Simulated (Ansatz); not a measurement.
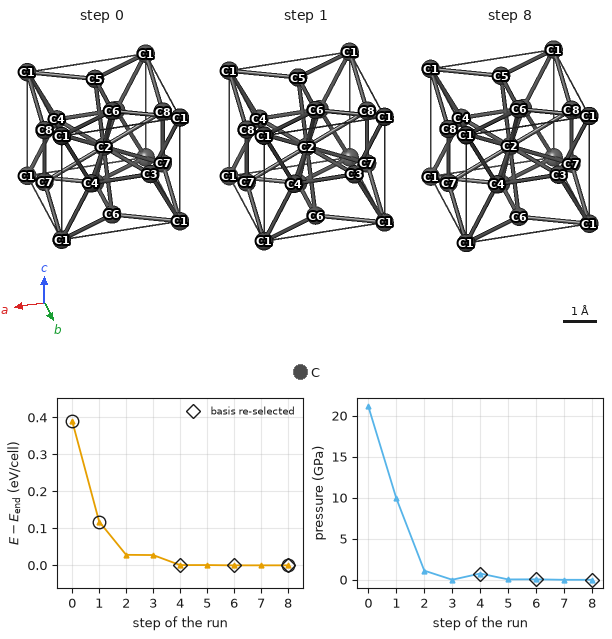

Frames of a relaxation of crystalline C (a generated structure, set up in Pm-3n), marked on the history of the run. Style: ball-and-stick. Shown: the cell of the calculation, from a free direction.

Phase: A15.

All numbers below come from DFT, RPBE, plane waves (420 eV) with PAW, scalar-relativistic in Ansatz 0.2.0.

Input file:
```yaml
crystal:
  lattice:
    - [3.7546000832, 0.0, 0.0]
    - [0.0, 3.7546000832, 0.0]
    - [0.0, 0.0, 3.7546000832]
  atoms:
    - { symbol: C, position: [0.0, 0.0, 0.0] }
    - { symbol: C, position: [0.5, 0.5, 0.5] }
    - { symbol: C, position: [0.25, 0.0, 0.5] }
    - { symbol: C, position: [0.75, 0.0, 0.5] }
    - { symbol: C, position: [0.5, 0.25, 0.0] }
    - { symbol: C, position: [0.5, 0.75, 0.0] }
    - { symbol: C, position: [0.0, 0.5, 0.25] }
    - { symbol: C, position: [0.0, 0.5, 0.75] }
hamiltonian:
  xc: rpbe
  pseudopotentials:
    kind: paw
    azcp:
      C: "pseudopotentials/C.paw.azcp"
basis:
  ecutwfc: 420
  fft_grid_basis: typed
kpoints:
  mp_grid: { grid: [7, 7, 7], shift: [0, 0, 0] }
magnetization:
  spin_polarized: false
scf:
  occupations: { method: fermi_dirac, width: 0.1 }
relax:
  max_steps: 60
  f_tol: 0.01
  cell: {}
output:
  write_density: true
  write_potential: true
  elf: true
  volumetric_format: npy
```

Run as
```bash
ansatz run input.yaml --threads 4 --pin off --max-ram 8192MiB --backend cpu --events-out ev --progress --plain --runs-dir out
```

**What happens along the run?**

No atom moves by more than 0.005 Å relative to the cell. The volume changes by +12.3 %, with a = b = c 3.755 → 3.902 Å (+3.9 %). Near-neighbour distances that change, for instance: C1–C3 2.099 → 2.182 Å, C3–C4 1.877 → 1.951 Å. The space group stays Pm-3n (No. 223). Over 5 accepted moves (8 points after the start) the energy falls by 0.391 eV per cell of the calculation. All forces vanish by symmetry, so only the cell relaxes. Pressure: 21.14 GPa at the start and 0.00 GPa at the end. The SCF was repeated 3 times at an unchanged geometry on a basis and grid sized afresh for the cell, which shifted the energy by 27.1 meV per cell of the calculation at most. From step 0 to 1: volume +5.5 %, energy −0.272 eV per cell of the calculation. From step 1 to 8: volume +6.4 %, energy −0.118 eV per cell of the calculation.

```csv
step,"E − E(0), meV/atom","pressure, GPa","volume, Å³/atom",note
0,0.00,21.14,6.616,
1,-34.05,9.94,6.980,
2,-45.31,1.12,7.339,
3,-45.38,0.01,7.390,
4,-48.77,0.77,7.390,"same geometry, new basis"
5,-48.76,0.05,7.426,
6,-48.87,0.06,7.426,"same geometry, new basis"
7,-48.86,0.00,7.429,
8,-48.86,0.00,7.429,"same geometry, new basis"
```
